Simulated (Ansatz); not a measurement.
```
Sn Se
1.0
    11.33774    0.00000    0.00000
     0.00000    4.09332    0.00000
     0.00000    0.00000    4.43494
Sn Se
4 4
Direct
  0.11568 0.25000 0.89545
  0.88432 0.75000 0.10455
  0.38432 0.75000 0.39545
  0.61568 0.25000 0.60455
  0.85492 0.25000 0.51624
  0.14508 0.75000 0.48376
  0.64508 0.75000 0.01624
  0.35492 0.25000 0.98376
```

Space group Pnma; a generated structure, not necessarily the stable one; computed pressure about 3 GPa in this cell.

Level of theory: Ansatz 0.2.0, DFT r2SCAN, scalar-relativistic, plane waves, PAW.

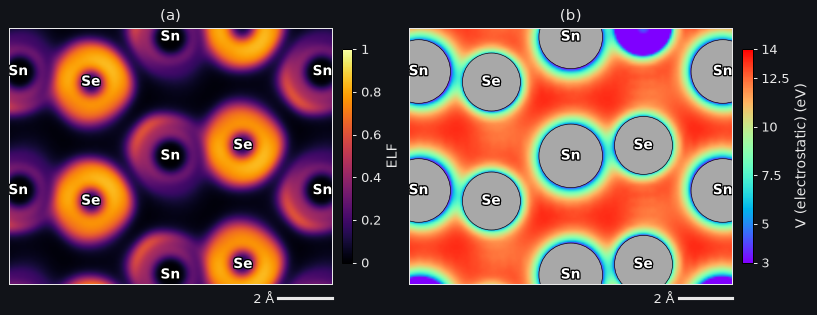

SnSe. (a) electron localisation function; (b) electrostatic potential (local pseudopotential plus Hartree) felt by an electron on the (010) plane of the conventional cell. Grey discs cover the atomic cores in the potential map.

What do the fields say about this system?

- The section cuts through Sn and Se sites.
- Sn–Se (2.74 Å): the ELF is about 0.55 at the midpoint.
- Outside the cores the potential energy rises away from the atoms and is highest about 2.1 Å from the nearest atoms; its zero is arbitrary.

Metal or insulator at this level of theory?

It is gapped, with a Kohn–Sham gap of 0.75 eV on the k-point mesh, an upper bound to the gap of this method.
